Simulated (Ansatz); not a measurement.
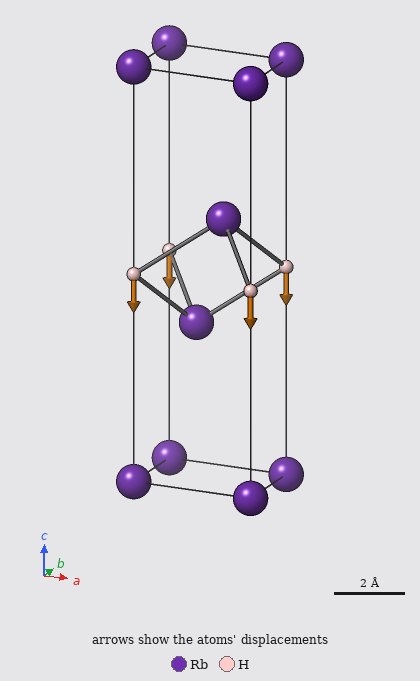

One vibrational mode of crystalline Rb3H (a generated structure) at the zone centre. Displacements are drawn as orange arrows; their common scale and sign are arbitrary. A ball-and-stick model of the cell of the calculation, seen slightly off an axis.

The calculation used DFT PBE, scalar-relativistic, plane waves, PAW in Ansatz 0.2.0. (plane-wave cutoff 420 eV; k-point mesh 12 × 12 × 4; occupations fermi dirac; smearing width 0.15 eV; no spin polarisation)

The frequencies depend somewhat on the k-mesh and the smearing.

Q: What mode is this, and where does it lie in the spectrum?

A: This is the A₂u mode at 35.4 meV, optical level 5 of 6, counted from below, infrared-active by symmetry. The Rb (1a) atoms stay at rest; the Rb (2d) atoms hardly move; the H sublattice moves as a whole against them, along c. The crystal is a metal, so free carriers screen the infrared response.
